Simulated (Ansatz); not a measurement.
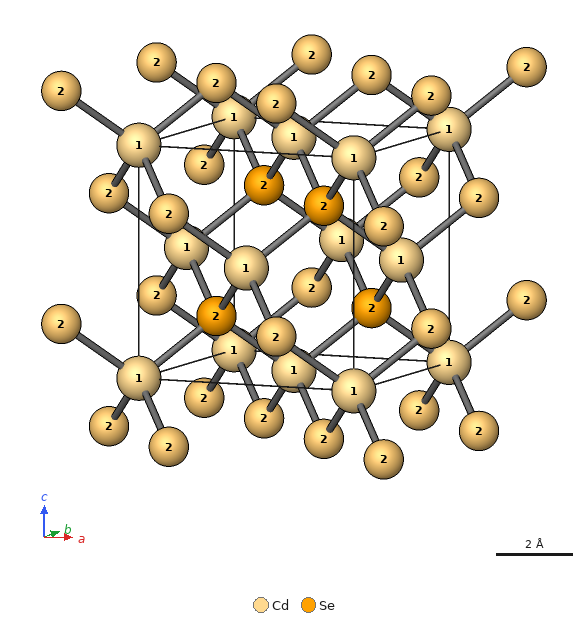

Figure 1. The input geometry (ball-and-stick view of the cell 4 times as large as that of the calculation, set on its symmetry axes, seen slightly off an axis; neighbours outside the cell are drawn fainter; atoms are numbered from 1 in the order of the input). Near neighbours in the crystal (not all of them lie inside the picture): Cd has 4 Se at 2.68 Å; Se has 4 Cd at 2.68 Å.

**Run report: CdSe, band-structure calculation**

System: CdSe (F-43m, 2 atoms in the cell).
Method: DFT PBE, scalar-relativistic, plane waves, PAW, no spin polarisation (Ansatz 0.2.0).

The structure derives from a Materials Project entry. Figures and captions count atoms from 1; the log counts them from 0 in places.

## Output
```
scf.n_extra_bands = 6 over 18 filled bands (N_el = 36.0): the run solves 24 bands
Engine: ansatz 0.2.0, aarch64-unknown-linux-gnu
Pseudopotentials: kind: paw
Pseudopotential: Cd, paw, valence charge 20, recommended cutoff 420 eV (normal), Cd.paw.azcp
Pseudopotential: Se, paw, valence charge 16, recommended cutoff 420 eV (normal), Se.paw.azcp
Functional definition: PBE
  parameter kappa = 0.804
  parameter beta = 0.06672455060314922
  exchange = pbe_x(kappa = kappa, mu = beta*pi^2/3)
  correlation = pbe_c(beta = beta)
Crystal: 2 atoms, lattice volume = 59.491 Å³
Basis set: ecut = 420 eV, 1211 PW (Γ), exchange–correlation on 60×60×60 points (8 copies of the dense FFT grid, shifted against one another)
Bands: 24, of which v1, the nominal top of the filled ones, is band 18 counted from 1 (17 counted from 0)
Symmetry: 24 space group operations
Space group: F-43m (ITA 216), of the structure as read, at distance tolerance 3.9e-5 Å
k-points: 47 of 1000 (time reversal used)
Non-local potential: Cd, projectors of the file, l = 0: 3, l = 1: 2, l = 2: 2, l = 3: 1
Non-local potential: Se, projectors of the file, l = 0: 2, l = 1: 2, l = 2: 3, l = 3: 1
PAW form: soft (Blöchl's): semilocal exchange-correlation on the pseudo side does not see the compensation charge
PAW one-centre angular grid: Cd, 590 points (default); XC on 64 Gauss nodes
PAW one-centre angular grid: Se, 590 points (default); XC on 64 Gauss nodes
Initial density: superposition of atomic densities (neutral atoms: chi_scale 0, normalization atom), corrected by the library's trained network
Initial wavefunctions: pseudopotential atomic-orbital guess
Functional: x = pbe(κ = 0.804, μ = 0.2195149727645171), c = pbe(β = 0.06672455060314922)
SCF iter   1: F=—  HF=-13724.796296 eV  |F-HF|=—  |Δ(HF+E_count)|=         —  Δρ=1.13e-3  dr2=1.65e-3  ethr=1.77e-3  ⟨swp⟩=5.8  Hψ=5062  notcnv=0  defer=1
preconditioner: auto → none  [insulator: Δε(μ)=0.477 eV  Ē_g=13.463 eV  σ=0.020 eV  W_gap=1.00  n_scr=14 (ndim 8)  ℏωp=20.4 eV  f_vac=0.219  D(μ)=0.00/eV (n_scr^D=0)  ε∞_Penn≈3.3]
SCF iter   2: F=—  HF=-13724.796697 eV  |F-HF|=—  |Δ(HF+E_count)|=   4.01e-4  Δρ=3.95e-4  dr2=7.81e-5  ethr=4.58e-6  ⟨swp⟩=2.0  Hψ=2148  notcnv=0  defer=70
SCF iter   3: F=—  HF=-13724.796738 eV  |F-HF|=—  |Δ(HF+E_count)|=   4.09e-5  Δρ=1.63e-4  dr2=1.62e-5  ethr=2.17e-7  ⟨swp⟩=2.0  Hψ=1760  notcnv=0  defer=70
SCF iter   4: F=—  HF=-13724.796767 eV  |F-HF|=—  |Δ(HF+E_count)|=   2.90e-5  Δρ=7.71e-5  dr2=3.87e-6  ethr=4.51e-8  ⟨swp⟩=2.0  Hψ=1452  notcnv=0  defer=70
SCF iter   5: F=—  HF=-13724.796777 eV  |F-HF|=—  |Δ(HF+E_count)|=   9.78e-6  Δρ=2.01e-5  dr2=2.28e-7  ethr=1.07e-8  ⟨swp⟩=2.0  Hψ=1481  notcnv=0  defer=70
SCF iter   6: F=-13724.796777 eV  HF=-13724.796777 eV  |F-HF|=1.80e-8  |Δ(HF+E_count)|=   6.49e-7  Δρ=3.38e-6  dr2=6.46e-9  ethr=2.78e-10  ⟨swp⟩=11.9  Hψ=7659  notcnv=0
SCF 1 converged in 6 iterations: F = -13724.796777 eV  dr2 = 6.46e-9
  Residual-converged pass: ⟨swp⟩=1.0  Hψ=1317  notcnv=0  max |occ|·‖R‖ = 7.1e-9 eV (tolerance 1.0e-8 eV)  dr2=6.46e-9  dr2_onsite=3.64e-9  max |Δocc| = 2.7e-76
  greatest PAW one-centre occupation: 1.000 electrons in one spin orbital (limit 2), on the Cd atom at site 0 (counted from 0), in its partial waves of l = 0
NSCF: frozen V_eff on 86 k-points
NSCF: frozen V_eff on 120 k-points
SCF converged after 6 iterations
Free energy (F): -13724.796777 eV
Harris-Foulkes:  -13724.796777 eV  (|F-HF|=1.80e-8)
Internal energy: -13724.796777 eV  (E = F + TS)
E sigma→0 (E₀):  -13724.796777 eV
Fermi energy:    6.941801 eV
--- Per-component energies (eV) ---
  E_band       = -913.618086
  E_kinetic    = 622.765396
  E_local      = -6505.066260  (includes V_loc(G=0)·N_el)
  E_nonlocal   = -562.148601
  E_hartree    = 3085.854470
  E_xc         = -280.513074
  E_vxc        = -319.199205  (∫ρ·V_xc dr)
  E_paw        = -5994.899723  (= ΣΔE_a)
  E_vpaw       = -321.675947  (= ΣTr[D̂ρ^β])
  E_aug_tail   = -0.000621  (compensation charges beyond the density's cutoff)
  E_ewald      = -4090.788364
  E_smearing   = -0.000000  (= −TS)
  E_closure    = -0.000000  (closes the sum)
  Σ components = -13724.796777   (vs F -13724.796777, Δ=0.00e0)
--- Forces (eV/Å), atoms counted from 1 ---
  atom   1  Cd    -0.00000000     0.00000000     0.00000000
  atom   2  Se     0.00000000    -0.00000000     0.00000000
  max |Σ_I F_I| component: 8.79e-17 eV/Å
--- Stress (GPa, compression-positive) ---
       -0.018706       0.000000      -0.000000
       -0.000000      -0.018706       0.000000
       -0.000000       0.000000      -0.018706
  P = ⅓ Tr σ = -0.0187 GPa (-0.187 kbar)
--- Band table (eV; the first three rows and the last of 47) ---
  k-point 0: bands = ["-94.8339", "-55.9023", "-55.9023", "-55.9023", "-39.8524", "-39.8524", "-39.8524", "-39.8496", "-39.8496", "-5.5997", "-1.0613", "-1.0613", "-1.0613", "-0.7435", "-0.7435", "6.6942", "6.6942", "6.6942", "7.1885", "12.6303", "12.6303", "12.6303", "16.2539", "17.6973"]
  k-point 1: bands = ["-94.8339", "-55.9023", "-55.9023", "-55.9023", "-39.8524", "-39.8524", "-39.8524", "-39.8496", "-39.8496", "-5.5690", "-1.0516", "-1.0516", "-1.0329", "-0.7440", "-0.7440", "5.8027", "6.6207", "6.6207", "7.9713", "12.4535", "12.7561", "12.7561", "16.7921", "17.1083"]
  k-point 2: bands = ["-94.8339", "-55.9023", "-55.9023", "-55.9023", "-39.8524", "-39.8524", "-39.8524", "-39.8496", "-39.8496", "-5.4881", "-1.0278", "-1.0278", "-0.9414", "-0.7435", "-0.7435", "4.6995", "6.4397", "6.4397", "8.6847", "12.3903", "13.0172", "13.0172", "16.6797", "16.6797"]
  k-point 46: bands = ["-94.8339", "-55.9024", "-55.9024", "-55.9024", "-39.8524", "-39.8524", "-39.8523", "-39.8496", "-39.8496", "-5.1712", "-0.8981", "-0.8943", "-0.7832", "-0.7289", "-0.3388", "2.9587", "4.7007", "4.7447", "11.3540", "11.5071", "13.5521", "14.4376", "16.8188", "19.1597"]
--- Löwdin populations: 2 sites ---
  site symbol       q [e]
     0     Cd     18.7890
     1     Se     17.0240
  spilling = 0.005194 (of n_electrons = 36.000000)
--- Bader charges: 2 sites ---
  site symbol  charge [e]  shift [e]
     0     Cd      0.7233     0.0021
     1     Se     -0.7233     0.0021
  estimated error of the sums over rays = 2.5e-4 e
```

## File bader_charges.tsv
```
# site	symbol	x_ang	y_ang	z_ang	partial_charge_e	electrons	volume_ang3	relative_density_drop	shared_charge_e	partial_wave_shift_e
# quadrature_error_electrons = 2.5e-4
0	Cd	0.0000	0.0000	0.0000	0.72327	47.27673	23.98	-	0.72327	0.00205
1	Se	4.6476	4.6476	4.6476	-0.72327	34.72327	35.51	-	-0.72327	0.00205
```

## File populations.tsv
```
# site	symbol	l	j	q
# orbitals = lowdin
# n_electrons = 36.000000
# spilling = 0.005194
0	Cd	0_4S	-	1.997080
0	Cd	0_5S	-	0.808352
0	Cd	1_4P	-	5.999238
0	Cd	2_4D	-	9.984328
1	Se	0_4S	-	1.911739
1	Se	1_4P	-	5.112357
1	Se	2_3D	-	9.999917
```

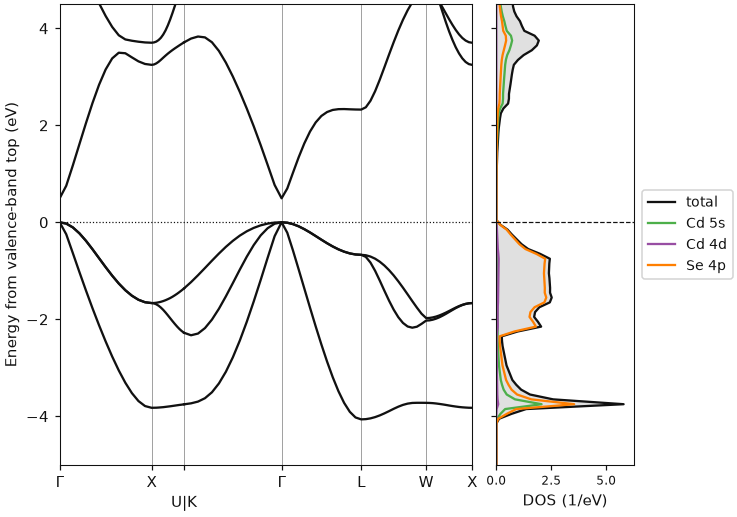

Figure 2. Band structure along Γ–X–U|K–Γ–L–W–X and density of states (projected on Löwdin-orthogonalised atomic shells), with energies from the valence-band top. There is a gap of 0.49 eV on this path, direct, at Γ.

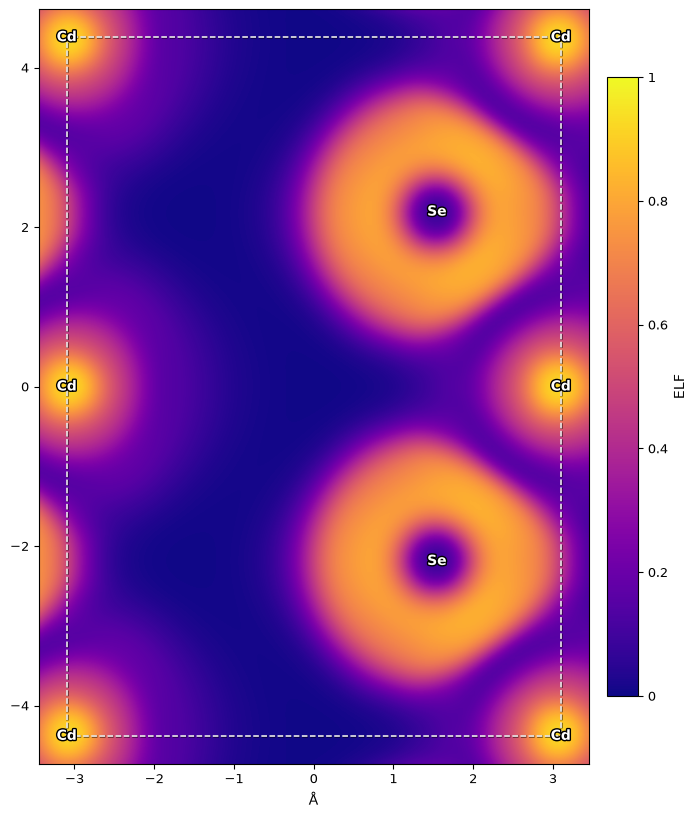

Figure 3. Electron localisation function on the (011) plane of the conventional cell. The section cuts through Cd and Se sites. Cd–Se (2.68 Å): the ELF peaks at about 0.80 in the valence shell of Se, 0.8 Å from its nucleus, and drops to about 0.15 between the two atoms. The strong features right at Cd lie inside the PAW spheres (semicore, d or f shells) and say nothing about bonding. The fields are those of the smooth PAW valence density.

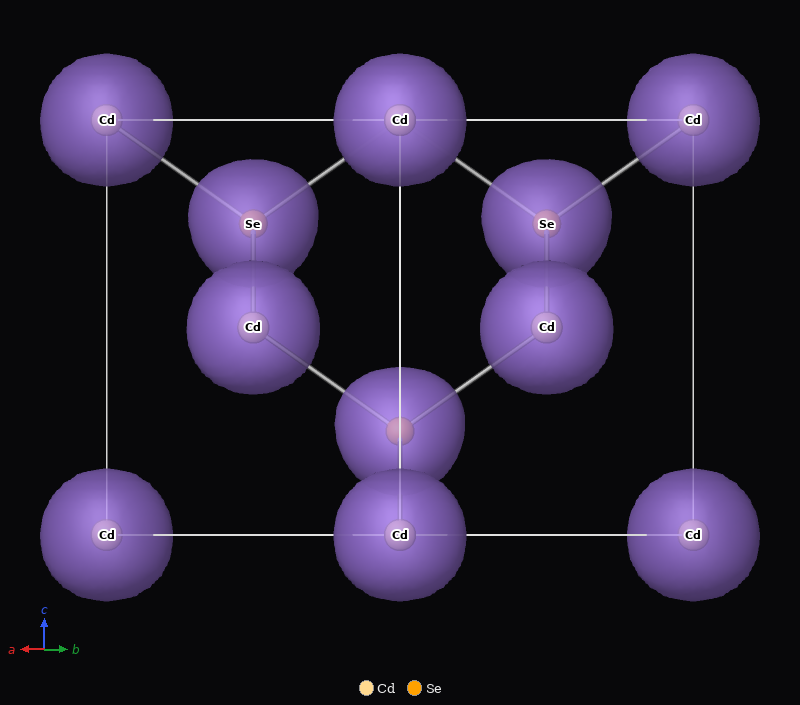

Figure 4. Isosurface of the valence charge density (pseudo) at 0.6 e/Å³ (purple), seen along [110]. Sticks mark near contacts. The outline is the cell set on symmetry axes. At this value the density breaks into separate islands; it holds about 80 % of the electrons treated as valence (semicore included). It is pinched off along the Cd–Se (2.68 Å) contacts. On the grid the lowest density along these lines, outside the cores, is 0.35 e/Å³ (Cd–Se, 2.68 Å).

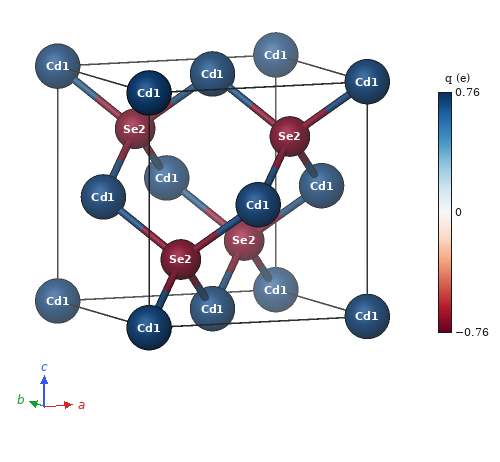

Figure 5. Bader charges, as the colour of each atom (ball-and-stick view of the cell 4 times as large as that of the calculation, set on its symmetry axes, seen slightly off an axis; atoms are numbered from 1 in the order of the input). By element: Cd +0.72 and Se −0.72 e.

This output came from the following input.

## Input file
```yaml
crystal:
  lattice:
    - [0.0, 3.098414673, 3.098414673]
    - [3.098414673, 0.0, 3.098414673]
    - [3.098414673, 3.098414673, 0.0]
  atoms:
    - { symbol: Cd, position: [0.0, 0.0, 0.0] }
    - { symbol: Se, position: [0.75, 0.75, 0.75] }
basis:
  ecutwfc: 420
kpoints:
  mp_grid: { grid: [10, 10, 10] }
  band_path:
    path:
      - [[0.0, 0.0, 0.0], [-0.5, -0.5, 0.0], [-0.375, -0.375, 0.25]]
      - [[-0.375, 0.0, 0.375], [0.0, 0.0, 0.0], [0.0, 0.0, 0.5], [-0.5, -0.25, 0.25], [-0.5, -0.5, 0.0]]
    npoints: 14
hamiltonian:
  xc: pbe
scf:
  occupations: { method: gaussian, width: 0.02 }
  n_extra_bands: 6
output:
  forces: true
  stress: true
  eigenvalues: true
  populations: true
  dos: { projected: true, de: 0.02, nscf_kmesh: { grid: [15, 15, 15] } }
  bader: true
  write_density: true
  write_potential: true
  elf: true
  volumetric_format: npy
```

Command:
```bash
ansatz run input.yaml --threads 1 --pin off --max-ram 2560MiB --backend cpu --events-out ev --progress --plain --runs-dir out
```

## Results in brief

- outcome: converged
- space group (tolerance 0.01 Å): F-43m (216)
- electrons treated: 36
- free energy: −13724.7968 eV
- Fermi energy: 6.942 eV
- gap on the k-point mesh: 0.49 eV
- gap on the band path: 0.49 eV
- pressure: −0.02 GPa
- largest force (length of the vector): under 0.001 eV/Å
- hardware: 1 thread of Arm Neoverse V2, 24 GiB of memory available, shared host
- wall time: 28 s
- peak memory: 0.37 GiB
